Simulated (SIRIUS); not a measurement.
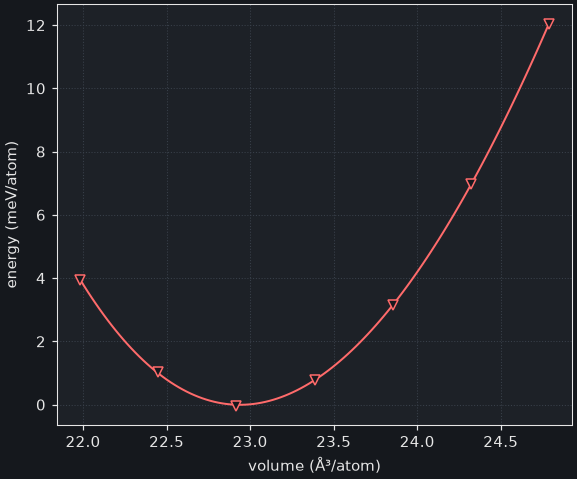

The figure shows the energy against volume for Na₂S, space group Fm-3m (No. 225).

Starting cell:
```yaml
crystal:
  lattice:
    - [0.00000, 3.27350, 3.27350]
    - [3.27350, 0.00000, 3.27350]
    - [3.27350, 3.27350, 0.00000]
  atoms:
    - { symbol: S, position: [0.00000, 0.00000, 0.00000] }
    - { symbol: Na, position: [0.75000, 0.75000, 0.75000] }
    - { symbol: Na, position: [0.25000, 0.25000, 0.25000] }
```

Calculation (SIRIUS 7.10.0): plane-wave DFT, no spin polarisation; energies at scaled volumes of the given cell, shape and fractions fixed, counted from the fit's minimum, third-order Birch-Murnaghan fit. Level: PBEsol.

- k mesh: 7×7×7
- occupations: Fermi–Dirac
- smearing width: 0.05 eV
- potentials: dojo sr pbesol 0.4.1 standard
- wave cutoff: 1202 eV
- density cutoff: 4809 eV

From this curve and the settings, what does the calculation give for the pressure at the same points?

The pressure falls from 1.35 GPa at volume 21.98 Å³/atom to −1.94 GPa at 24.79 Å³/atom, and changes sign near 22.93 Å³/atom.

```csv
volume (Å³/atom),pressure (GPa)
21.98,1.35
22.45,0.64
22.92,0.01
23.39,-0.56
23.85,-1.07
24.32,-1.53
24.79,-1.94
```
